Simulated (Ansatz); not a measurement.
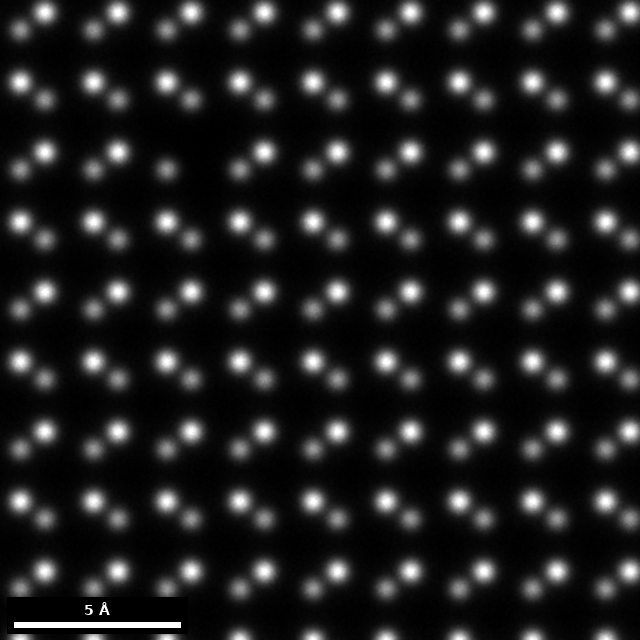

HAADF-like image of BN (P6_3mc, No. 186) along [100]. Simulation: incoherent imaging, intensity Z^1.7 per atom, probe width 0.50 Å, thin sample. The probe carries 25 % of its weight in a tail 2.5 times as wide. Shot noise was added.

The sample is 1 repeat (2.5 Å) thick. One point defect was put into the perfect crystal, without relaxing the atoms around it. Brightness is counted from the darkest point of the image. Host structure: coordinates from a relaxation with DFT PBEsol, scalar-relativistic, plane waves, PAW (Ansatz); the starting structure was generated, so it need not be a known form of this composition.

**Where is the defect (in Å from the left and the top edge), and what does its contrast suggest?**

At about 6 Å from the left and 5 Å from the top. The column has all but vanished there, which points to a vacancy or a much lighter atom. The column holds 1 atom (N) through the sample, and one N atom is missing, so its peak vanishes.
